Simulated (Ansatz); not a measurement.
System: HfO$_{2}$.

```
CELL_PARAMETERS angstrom
2.51914 0.00000 -2.51914
-2.51914 2.51914 0.00000
5.26845 5.26845 5.26845
ATOMIC_POSITIONS crystal
Hf 0.00000 0.00000 0.00000
Hf 0.66667 0.33333 0.33333
Hf 0.33333 0.66667 0.66667
O 0.00000 0.00000 0.25000
O 0.66667 0.33333 0.58333
O 0.33333 0.66667 0.91667
O 0.66667 0.33333 0.08333
O 0.33333 0.66667 0.41667
O 0.00000 0.00000 0.75000
```

Space group R-3m; changed on purpose from its base cell (equal xy, yz and zx shear strains of +3 %, PAW files).

Computed with DFT, PBE, PAW with Ansatz's default frozen-core files, scalar-relativistic in Ansatz.

Q: Predict the valence pseudo-density and electron localisation function between the atoms.

A: Hf–O (2.28 Å): ρ is about 0.45 e/Å³ halfway; the ELF peaks at about 0.85 in the valence shell of O, 0.7 Å from its nucleus, and drops to about 0.15 between the two atoms; no localised pair shows between them.

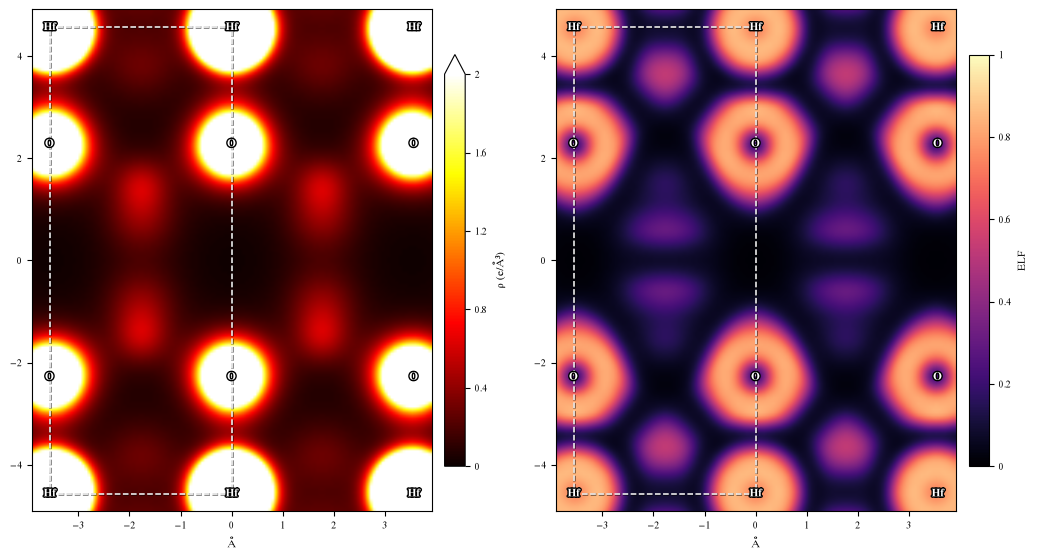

Computed valence pseudo-density and electron localisation function on the (100) plane of the conventional cell, in this order. 
